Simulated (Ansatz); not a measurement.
**Run report: ZnS, geometry relaxation (part 3 of 3)**

Continued. System: ZnS (slab, 12 atoms in the cell). Method: DFT PBE, scalar-relativistic, plane waves, PAW, no spin polarisation (Ansatz 0.2.0); cutoff 420 eV, 7×5×1 k-mesh, Gaussian smearing of 0.05 eV. The structure derives from an entry of the Crystallography Open Database. It belongs to a series of runs on one base structure; here: (1 1 0) slab, atoms relaxed.

Geometry of the input (Å; fractional positions):
```
3.8489  0.0000  0.0000
0.0000  5.4431  0.0000
0.0000  0.0000  24.6222
Zn 0.5000  0.5000  0.3046
S  0.0000  0.2500  0.3046
Zn 0.0000  0.0000  0.3828
S  0.5000  0.7500  0.3828
Zn 0.5000  0.5000  0.4609
S  0.0000  0.2500  0.4609
Zn 0.0000  0.0000  0.5391
S  0.5000  0.7500  0.5391
Zn 0.5000  0.5000  0.6172
S  0.0000  0.2500  0.6172
Zn 0.0000  0.0000  0.6954
S  0.5000  0.7500  0.6954
```

**Output, continued**
```
  k-point 0: bands = ["-13.5256", "-13.2464", "-12.7967", "-12.4842", "-12.3234", "-12.3124", "-6.9850", "-6.9613", "-6.9586", "-6.9548", "-6.8768", "-6.8428", "-6.8365", "-6.7996", "-6.7818", "-6.7474", "-6.7239", "-6.6963", "-6.6908", "-6.6171", "-6.5829", "-6.5475", "-6.5272", "-6.5260", "-6.5255", "-6.5241", "-6.4755", "-6.4401", "-6.4396", "-6.4222", "-6.4011", "-6.3672", "-6.3504", "-6.3156", "-6.1813", "-6.1498", "-5.0614", "-4.8238", "-4.2962", "-3.9880", "-3.2166", "-3.1118", "-3.0976", "-2.6646", "-2.4971", "-2.3219", "-1.8787", "-1.7544", "-1.5998", "-1.1401", "-0.9186", "-0.8342", "-0.7866", "-0.6591", "1.6364", "2.4042", "2.9011", "3.2793", "3.4301", "3.6585", "3.9167", "4.4831", "4.8661", "5.0164", "5.4987", "5.6888"]
  k-point 1: bands = ["-13.4347", "-13.1785", "-12.7815", "-12.5643", "-12.3814", "-12.3756", "-6.9830", "-6.9581", "-6.9399", "-6.9381", "-6.8497", "-6.8381", "-6.8345", "-6.7968", "-6.7758", "-6.7546", "-6.7244", "-6.7089", "-6.6680", "-6.6637", "-6.6259", "-6.5785", "-6.5271", "-6.5126", "-6.5122", "-6.4999", "-6.4758", "-6.4441", "-6.4317", "-6.4140", "-6.4060", "-6.3598", "-6.3499", "-6.3283", "-6.2405", "-6.2159", "-5.1182", "-4.9101", "-4.6058", "-3.9157", "-3.3302", "-2.9528", "-2.5425", "-2.5070", "-2.4994", "-2.1874", "-1.6981", "-1.6902", "-1.6193", "-1.1914", "-1.0421", "-0.9453", "-0.8911", "-0.8898", "2.2340", "2.5189", "3.0250", "3.0496", "3.4658", "3.5002", "3.8678", "4.3013", "4.8490", "5.1040", "5.6036", "5.6144"]
  k-point 2: bands = ["-13.1899", "-13.0206", "-12.8154", "-12.8036", "-12.4751", "-12.4552", "-6.9713", "-6.9585", "-6.8998", "-6.8995", "-6.8290", "-6.8182", "-6.7992", "-6.7815", "-6.7750", "-6.7690", "-6.7445", "-6.7407", "-6.7147", "-6.6989", "-6.6345", "-6.6146", "-6.5324", "-6.5142", "-6.5018", "-6.5016", "-6.4369", "-6.4362", "-6.4136", "-6.4039", "-6.3911", "-6.3758", "-6.3509", "-6.3502", "-6.3131", "-6.3028", "-5.3235", "-5.2293", "-4.3626", "-4.1870", "-3.3511", "-2.9419", "-2.1117", "-2.0537", "-1.8944", "-1.8318", "-1.5707", "-1.5391", "-1.4813", "-1.4574", "-1.3308", "-1.3108", "-1.1589", "-1.1501", "2.7600", "2.7839", "2.9941", "3.2412", "3.3280", "3.5708", "4.0160", "4.2840", "4.9256", "4.9308", "5.7313", "5.8743"]
  k-point 11: bands = ["-12.7657", "-12.7151", "-12.5539", "-12.5436", "-12.1266", "-12.1227", "-6.8676", "-6.8675", "-6.8033", "-6.7998", "-6.7849", "-6.7829", "-6.7339", "-6.7219", "-6.7213", "-6.7133", "-6.6903", "-6.6884", "-6.5723", "-6.5719", "-6.5474", "-6.5350", "-6.4890", "-6.4784", "-6.4392", "-6.4343", "-6.4188", "-6.4147", "-6.4056", "-6.3665", "-6.3584", "-6.2924", "-6.2031", "-6.1970", "-6.1284", "-6.1111", "-5.5969", "-5.3625", "-5.1408", "-5.0147", "-4.7533", "-4.7130", "-3.3555", "-3.3151", "-2.8027", "-2.7554", "-2.5318", "-2.5267", "-2.0187", "-1.9745", "-1.7778", "-1.6506", "-1.3848", "-1.3351", "2.8242", "3.0070", "3.6672", "3.7585", "4.1275", "4.2035", "4.5675", "4.9489", "5.2488", "5.3566", "5.9640", "6.0726"]
--- Relaxed structure (6 steps of the walk, 6 accepted, 0 SCFs on fresh bases) ---
  F+E_penalty+E_count = -25335.31958595 eV   max|allowed force component| = 1.363e-2 eV/Å
  atoms:
    - { symbol: Zn, position: [0.5, 0.4464226809403442, 0.32226627139359476] }
    - { symbol: S, position: [0.0, 0.24967556804960273, 0.29910683440494573] }
    - { symbol: Zn, position: [0.0, 0.015199864782172084, 0.37847018212339956] }
    - { symbol: S, position: [0.5, 0.7645293209899623, 0.3838132378684166] }
    - { symbol: Zn, position: [0.5, 0.5128003750703083, 0.4627888570302205] }
    - { symbol: S, position: [0.0, 0.26137215569796274, 0.4595149834421219] }
    - { symbol: Zn, position: [0.0, 0.012800396409514388, 0.5372111402922751] }
    - { symbol: S, position: [0.5, 0.7613721603565307, 0.5404850140453116] }
    - { symbol: Zn, position: [0.5, 0.5151998931719767, 0.6215298092733867] }
    - { symbol: S, position: [0.0, 0.26452933011068774, 0.616186768280127] }
    - { symbol: Zn, position: [0.0, -0.05357730951818023, 0.6777337330894808] }
    - { symbol: S, position: [0.5, 0.7496755639391178, 0.7008931687567183] }
```

**Trajectory as extended XYZ (Å, eV, eV/Å), 6 frames, from step=1 to step=6**
```
12
Lattice="3.8489 0.0000 0.0000 0.0000 5.4431 0.0000 0.0000 0.0000 24.6222" Properties=species:S:1:pos:R:3:forces:R:3 step=1 energy=-25334.36501
Zn    1.9244    2.7216    7.5000    0.0000  -1.1992   1.1280
S     0.0000    1.3608    7.5000    0.0000   0.6881  -0.8177
Zn    0.0000    0.0000    9.4244    0.0000   0.2257  -0.0703
S     1.9244    4.0823    9.4244    0.0000   0.3501  -0.3683
Zn    1.9244    2.7216   11.3489    0.0000  -0.0907   0.0636
S     0.0000    1.3608   11.3489    0.0000   0.0260   0.1607
Zn    0.0000    0.0000   13.2733    0.0000  -0.0907  -0.0636
S     1.9244    4.0823   13.2733    0.0000   0.0260  -0.1607
Zn    1.9244    2.7216   15.1977    0.0000   0.2257   0.0703
S     0.0000    1.3608   15.1977    0.0000   0.3501   0.3683
Zn    0.0000    0.0000   17.1222    0.0000  -1.1992  -1.1280
S     1.9244    4.0823   17.1222    0.0000   0.6881   0.8177
12
Lattice="3.8489 0.0000 0.0000 0.0000 5.4431 0.0000 0.0000 0.0000 24.6222" Properties=species:S:1:pos:R:3:forces:R:3 step=2 energy=-25334.98856
Zn    1.9244    2.5969    7.6497    0.0000  -0.6341   0.6978
S     0.0000    1.3319    7.4062    0.0000   0.4324  -0.2879
Zn    0.0000    0.0599    9.3999    0.0000   0.1589  -0.1514
S     1.9244    4.1410    9.4232    0.0000  -0.0319  -0.2486
Zn    1.9244    2.7390   11.3387    0.0000   0.0020   0.0229
S     0.0000    1.3785   11.3606    0.0000   0.0726  -0.0309
Zn    0.0000    0.0174   13.2835    0.0000   0.0020  -0.0228
S     1.9244    4.1000   13.2616    0.0000   0.0726   0.0309
Zn    1.9244    2.7814   15.2223    0.0000   0.1589   0.1515
S     0.0000    1.4195   15.1990    0.0000  -0.0319   0.2486
Zn    0.0000   -0.1247   16.9725    0.0000  -0.6341  -0.6978
S     1.9244    4.0534   17.2160    0.0000   0.4324   0.2879
12
Lattice="3.8489 0.0000 0.0000 0.0000 5.4431 0.0000 0.0000 0.0000 24.6222" Properties=species:S:1:pos:R:3:forces:R:3 step=3 energy=-25335.26941
Zn    1.9244    2.4834    7.8082    0.0000  -0.1462   0.2599
S     0.0000    1.3457    7.3659    0.0000   0.0744  -0.0643
Zn    0.0000    0.0935    9.3596    0.0000  -0.0119  -0.1248
S     1.9244    4.1545    9.4148    0.0000   0.0101  -0.0218
Zn    1.9244    2.7658   11.3448    0.0000   0.0743   0.0601
S     0.0000    1.4041   11.3381    0.0000  -0.0008   0.0272
Zn    0.0000    0.0443   13.2774    0.0000   0.0743  -0.0601
S     1.9244    4.1256   13.2841    0.0000  -0.0008  -0.0272
Zn    1.9244    2.8151   15.2626    0.0000  -0.0119   0.1248
S     0.0000    1.4330   15.2074    0.0000   0.0101   0.0218
Zn    0.0000   -0.2382   16.8140    0.0000  -0.1462  -0.2599
S     1.9244    4.0673   17.2563    0.0000   0.0744   0.0643
12
Lattice="3.8489 0.0000 0.0000 0.0000 5.4431 0.0000 0.0000 0.0000 24.6222" Properties=species:S:1:pos:R:3:forces:R:3 step=4 energy=-25335.31583
Zn    1.9244    2.4287    7.9319    0.0000  -0.0018   0.0137
S     0.0000    1.3478    7.3796    0.0000   0.0270  -0.0099
Zn    0.0000    0.0928    9.3501    0.0000  -0.0435  -0.0568
S     1.9244    4.1637    9.4481    0.0000   0.0062  -0.0227
Zn    1.9244    2.7893   11.3733    0.0000   0.0333   0.0721
S     0.0000    1.4248   11.3253    0.0000  -0.0214   0.0349
Zn    0.0000    0.0678   13.2489    0.0000   0.0333  -0.0721
S     1.9244    4.1464   13.2968    0.0000  -0.0214  -0.0349
Zn    1.9244    2.8143   15.2721    0.0000  -0.0435   0.0568
S     0.0000    1.4421   15.1741    0.0000   0.0062   0.0227
Zn    0.0000   -0.2929   16.6903    0.0000  -0.0018  -0.0137
S     1.9244    4.0694   17.2426    0.0000   0.0270   0.0099
12
Lattice="3.8489 0.0000 0.0000 0.0000 5.4431 0.0000 0.0000 0.0000 24.6222" Properties=species:S:1:pos:R:3:forces:R:3 step=5 energy=-25335.31959
Zn    1.9244    2.4299    7.9349    0.0000   0.0035   0.0046
S     0.0000    1.3590    7.3647    0.0000  -0.0012   0.0001
Zn    0.0000    0.0827    9.3188    0.0000  -0.0023   0.0137
S     1.9244    4.1614    9.4503    0.0000   0.0018  -0.0074
Zn    1.9244    2.7912   11.3949    0.0000   0.0067   0.0058
S     0.0000    1.4227   11.3143    0.0000  -0.0084  -0.0122
Zn    0.0000    0.0697   13.2273    0.0000   0.0067  -0.0058
S     1.9244    4.1442   13.3079    0.0000  -0.0084   0.0122
Zn    1.9244    2.8043   15.3034    0.0000  -0.0023  -0.0137
S     0.0000    1.4399   15.1719    0.0000   0.0018   0.0074
Zn    0.0000   -0.2916   16.6873    0.0000   0.0035  -0.0046
S     1.9244    4.0806   17.2575    0.0000  -0.0012  -0.0001
12
Lattice="3.8489 0.0000 0.0000 0.0000 5.4431 0.0000 0.0000 0.0000 24.6222" Properties=species:S:1:pos:R:3:forces:R:3 step=6 energy=-25335.31959
Zn    1.9244    2.4299    7.9349    0.0000   0.0034   0.0045
S     0.0000    1.3590    7.3647    0.0000  -0.0012   0.0002
Zn    0.0000    0.0827    9.3188    0.0000  -0.0023   0.0136
S     1.9244    4.1614    9.4503    0.0000   0.0018  -0.0073
Zn    1.9244    2.7912   11.3949    0.0000   0.0067   0.0058
S     0.0000    1.4227   11.3143    0.0000  -0.0084  -0.0122
Zn    0.0000    0.0697   13.2273    0.0000   0.0067  -0.0058
S     1.9244    4.1442   13.3079    0.0000  -0.0084   0.0122
Zn    1.9244    2.8043   15.3034    0.0000  -0.0023  -0.0136
S     0.0000    1.4399   15.1719    0.0000   0.0018   0.0073
Zn    0.0000   -0.2916   16.6873    0.0000   0.0034  -0.0045
S     1.9244    4.0806   17.2575    0.0000  -0.0012  -0.0002
```

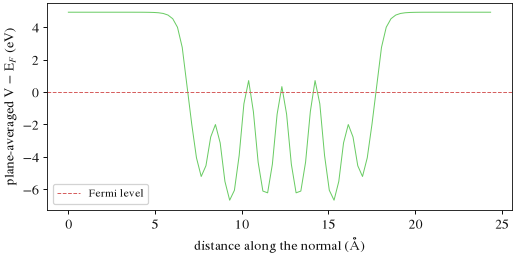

**Figure 1.** Plane average of the electrostatic potential energy of an electron across the cell, from the Fermi level. The vacuum level lies 4.93 eV above the Fermi level.

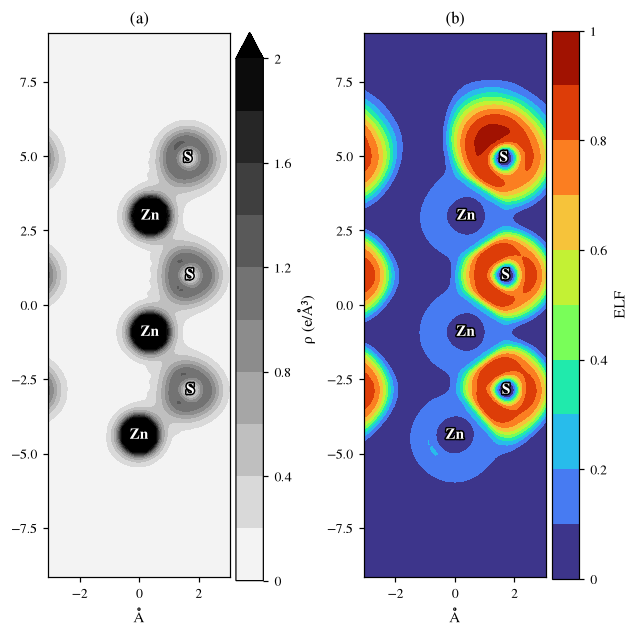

**Figure 2.** (a) valence electron density; (b) electron localisation function on the (100) plane of the calculation cell, a cut from vacuum to vacuum. Zn–S (2.30 Å): ρ at the midpoint is about 0.55 e/Å³; the ELF is about 0.55 at the midpoint. Zn–S (2.34 Å): ρ at the midpoint is about 0.51 e/Å³; the ELF is about 0.55 at the midpoint. Zn–S (2.38 Å): ρ is about 0.48 e/Å³ halfway; the ELF is about 0.55 at the midpoint. The density dies away to nearly zero in the vacuum. Core electrons are frozen (PAW), so the fields are smoothed inside the atomic spheres.

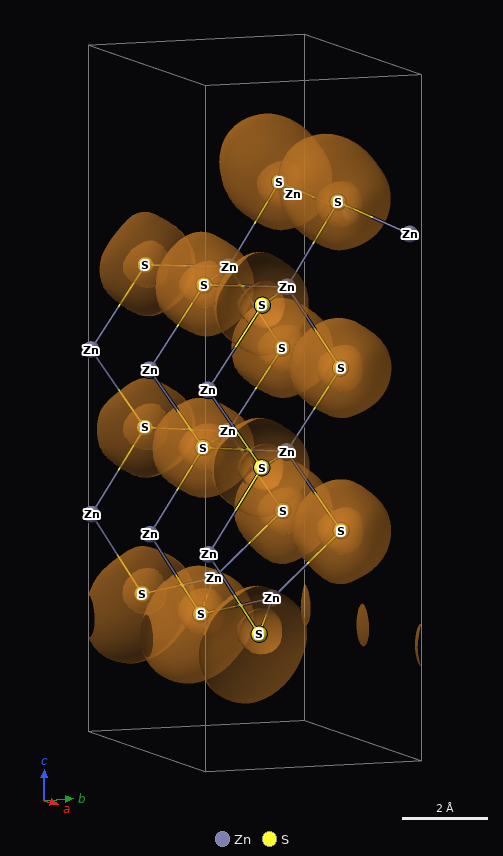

**Figure 3.** Isosurface of the ELF at 0.7 (orange), seen slightly off an axis. Core shells and regions of very low density are left out. Sticks mark near contacts. Values along the shortest contacts: Zn–S (2.27 Å): the ELF is about 0.60 at the midpoint. Zn–S (2.33 Å): the ELF is about 0.55 at the midpoint.

**Summary**

| quantity | value |
| --- | --- |
| outcome | converged |
| electrons treated | 108 |
| free energy | −25335.3196 eV |
| work function, top face | 4.93 eV |
| work function, bottom face | 4.93 eV |
| Fermi energy | 0.489 eV |
| gap on the k-point mesh | 2.30 eV |
| final volume | 515.83 Å³ |
| work function (upper face) | 4.93 eV |
| largest force (length of the vector) at the end | 0.015 eV/Å |
| wall time | 6.2 min |
| peak memory | 0.74 GiB |

**Notes**

The program warns: the exchange-correlation potential is rough where the density is thin.
